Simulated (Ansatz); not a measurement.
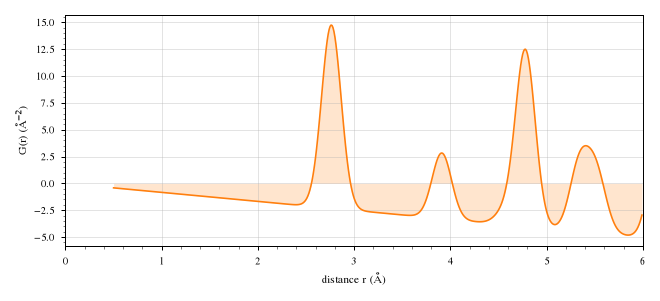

The curve is a calculated X-ray PDF: distances of the static structure, each pair weighted by the product of the atomic numbers (X-ray weights at Q = 0), broadened by Gaussians with σ = 0.10 Å.

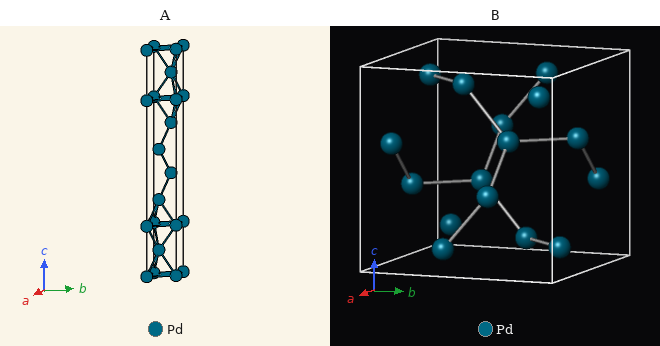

Candidate structures:

A. Pd, a = 2.750 Å, b = 2.750 Å, c = 20.567 Å, α = 90.00°, β = 90.00°, γ = 120.00°, R-3m

B. Pd, a = 6.894 Å, b = 6.894 Å, c = 6.894 Å, α = 90.00°, β = 90.00°, γ = 90.00°, Ia-3

Origins: A, coordinates from a relaxation with DFT r2SCAN, scalar-relativistic, plane waves, PAW (Ansatz); the starting structure was generated, so it need not be a known form of this composition; B, the geometry relaxed with DFT PBE, scalar-relativistic, plane waves, PAW in Ansatz 0.2.0; the starting structure was generated, so it need not be a known form of this composition.

From which structure was the curve computed?

Candidate A, Pd, R-3m (first clear peaks at 2.76 Å (Pd–Pd) and 3.91 Å (Pd–Pd)). B would give first clear peaks at 2.44 Å (Pd–Pd) and 2.76 Å (Pd–Pd).
